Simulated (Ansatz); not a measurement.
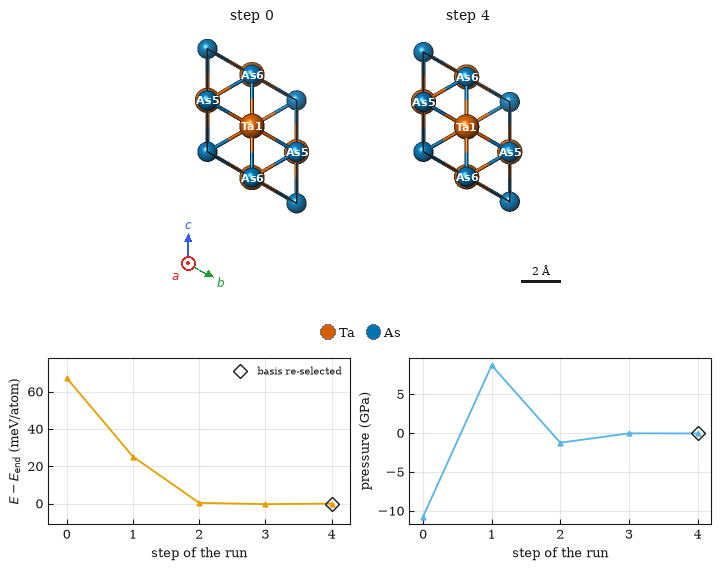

First and last geometry of a relaxation of a crystal of Ta$_{3}$As$_{4}$ (a generated structure, set up in Im-3m) (coarse preliminary run), with the history of the run. The picture is a ball-and-stick view of the cell of the calculation, seen along the a axis.

The calculation used DFT PBE, scalar-relativistic, plane waves, PAW in Ansatz.

Input file:
```yaml
crystal:
  lattice:
    - [-3.28973186, 3.28973186, 3.28973186]
    - [3.28973186, -3.28973186, 3.28973186]
    - [3.28973186, 3.28973186, -3.28973186]
  atoms:
    - { symbol: Ta, position: [0.0, 0.5, 0.5] }
    - { symbol: Ta, position: [0.5, 0.0, 0.5] }
    - { symbol: Ta, position: [0.5, 0.5, 0.0] }
    - { symbol: As, position: [0.5, 0.5, 0.5] }
    - { symbol: As, position: [0.0, 0.0, 0.5] }
    - { symbol: As, position: [0.0, 0.5, 0.0] }
    - { symbol: As, position: [0.5, 0.0, 0.0] }
basis:
  ecutwfc: 420
kpoints:
  mp_grid: { grid: [4, 4, 4] }
hamiltonian:
  xc: pbe
scf:
  occupations: { method: gaussian, width: 0.1 }
  lower_state_search: "off"
output:
  forces: true
  stress: true
  eigenvalues: true
relax:
  adjacent_minimum: "off"
  f_tol: 0.04
  max_steps: 70
  cell: { stress_tol: 0.4 }
```

Launched with:
```bash
ansatz run input.yaml --threads 1 --pin off --max-ram 2048MiB --backend cpu --events-out ev --progress --plain --runs-dir out
```

Read the history and describe the run.

Answer. It converged. No atom moves by more than 0.005 Å relative to the cell. The drawn cell changes as follows: a = b = c 5.698 → 5.521 Å (−3.1 %); the volume changes by −9.0 %. Among the contacts that change: Ta1–Ta2 3.290 → 3.188 Å, Ta1–As4 2.849 → 2.761 Å. The space group stays Im-3m (No. 229). Over 3 accepted moves (4 points after the start) the energy falls by 67.3 meV per atom. All forces vanish by symmetry, so only the cell relaxes. The pressure goes from −10.76 to −0.05 GPa. The SCF was repeated once at an unchanged geometry on a basis and grid sized afresh for the cell, which shifted the energy by 0.3 meV per atom at most.

| step | E − E(0), meV/atom | pressure, GPa | volume, Å³/atom | note |
| --- | --- | --- | --- | --- |
| 0 | 0.00 | -10.76 | 20.344 |  |
| 1 | -42.17 | 8.70 | 17.512 |  |
| 2 | -66.95 | -1.24 | 18.674 |  |
| 3 | -67.65 | -0.04 | 18.511 |  |
| 4 | -67.35 | -0.05 | 18.511 | same geometry, new basis |
